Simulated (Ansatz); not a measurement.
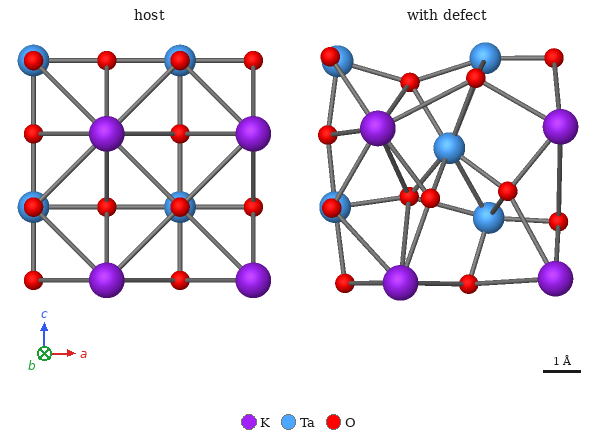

Left: perfect KTaO₃. Right: the same region with a pair of point defects, after relaxing the atoms in a supercell of 40 sites. Style: ball-and-stick. Shown: the atoms within 4.6 Å of one point, in a slice 5.0 Å thick across the line of sight, along the b axis.

All numbers below come from DFT, PBEsol, PAW, plane waves (Ansatz). Set-up: plane-wave cutoff 420 eV; k-point mesh 1 × 1 × 1; mesh shifted by (0.25, 0.25, 0.25); collinear spin. Fermi-Dirac smearing of 0.01 eV. A uniform background neutralises the charged cell. The axes drawn are those of the host's conventional cell.

**What kind of defect was made?**

An oxygen atom is replaced by tantalum and an extra oxygen atom is put between the host's atoms (an interstitial), the two sites 3.5 Å apart.

The charge state of the cell is +1.

**How does the lattice respond?**

In the host the O atom has 2 Ta at 1.99 Å; the Ta atom ends with 5 O at 1.90 to 2.27 Å. The O atom starts with 2 K at 1.99 to 2.00 Å, 4 O at 1.99 Å around its place and ends with 2 Ta at 1.90 to 1.98 Å, 2 O at 2.20 to 2.22 Å. Of the host's atoms, an oxygen atom moves furthest from its site, by 0.99 Å. The Ta atom itself moves 1.34 Å from where it was put. The O atom itself moves 0.76 Å from where it was put. The cell ends without a net magnetic moment.

Limits of the set-up: the periodic images lie only 8.0 Å apart, so the values are limited by the cell's size; the cell is charged, on a uniform background, and energies carry no finite-size correction.
